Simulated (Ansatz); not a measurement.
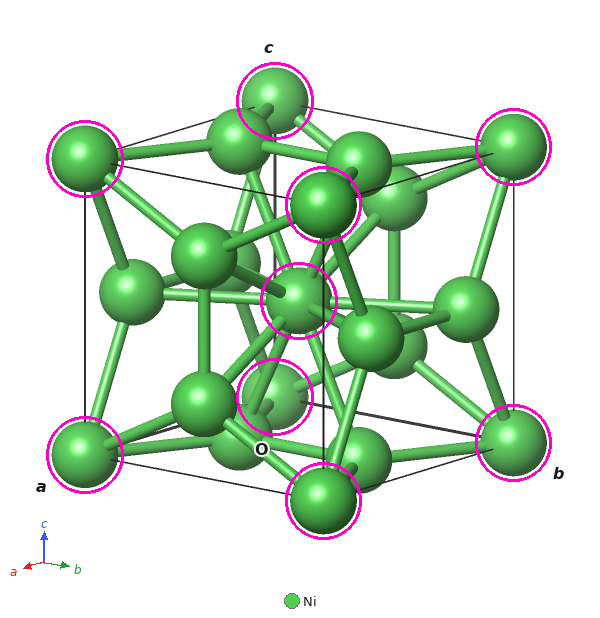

For Ni, the input geometry of an electronic-structure calculation (not necessarily at equilibrium); the starting structure was generated, so it need not be a known form of this composition: one unit cell; the ringed atoms, with their copies on corners, edges and faces, form one crystallographic orbit. The drawing is computed from the coordinates (standard cell, symmetry found to 0.002 Å).

a = 4.467 Å, b = 4.467 Å, c = 4.467 Å, α = 90.00°, β = 90.00°, γ = 90.00°; space group Pm-3n, No. 223.

Question: Which Wyckoff position do the ringed atoms fill?

Answer: Ni on 2a, site symmetry m-3.: 48 operations a cell over 24 that keep the site give 2 atoms, with 0 free parameters.

Question: List their coordinates.

Answer: (0, 0, 0); (1/2, 1/2, 1/2).
